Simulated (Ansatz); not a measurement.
GaSb (slab)

```cif
data_structure
_symmetry_space_group_name_H-M 'P 1'
_symmetry_Int_Tables_number 1
_cell_length_a 4.3213
_cell_length_b 6.1112
_cell_length_c 27.9639
_cell_angle_alpha 90.000
_cell_angle_beta 90.000
_cell_angle_gamma 90.000
_cell_volume 738.48
loop_
_atom_site_label
_atom_site_type_symbol
_atom_site_fract_x
_atom_site_fract_y
_atom_site_fract_z
_atom_site_occupancy
Ga1 Ga 0.50000 0.50000 0.26820 1
Sb1 Sb 0.00000 0.75000 0.26820 1
Ga2 Ga 0.00000 0.00000 0.34547 1
Sb2 Sb 0.50000 0.25000 0.34547 1
Ga3 Ga 0.50000 0.50000 0.42273 1
Sb3 Sb 0.00000 0.75000 0.42273 1
Ga4 Ga 0.00000 0.00000 0.50000 1
Sb4 Sb 0.50000 0.25000 0.50000 1
Ga5 Ga 0.50000 0.50000 0.57727 1
Sb5 Sb 0.00000 0.75000 0.57727 1
Ga6 Ga 0.00000 0.00000 0.65453 1
Sb6 Sb 0.50000 0.25000 0.65453 1
Ga7 Ga 0.50000 0.50000 0.73180 1
Sb7 Sb 0.00000 0.75000 0.73180 1
```

Not relaxed (largest force 1.2 eV/Å).

These are results of DFT PBEsol, scalar-relativistic, plane waves, PAW (Ansatz), not measurements.

Question: What can the converged valence pseudo-density and electron localisation function tell about the bonding?

Answer: Ga–Sb (2.65 Å): the density is about 0.39 e/Å³ at the midpoint; the ELF is about 0.65 at the midpoint.

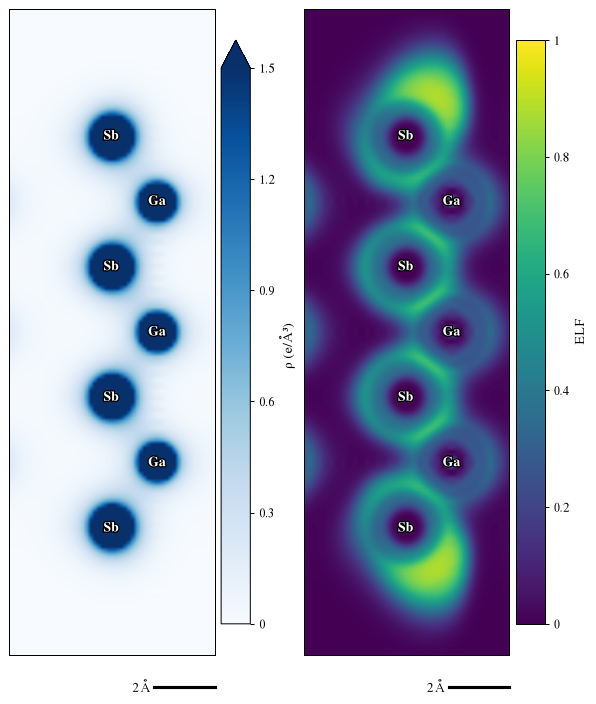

Computed valence pseudo-density and electron localisation function on the (100) plane of the calculation cell, a cut from vacuum to vacuum, in this order. 

Core electrons are frozen (PAW), and the valence fields are smoothed inside the atomic spheres.
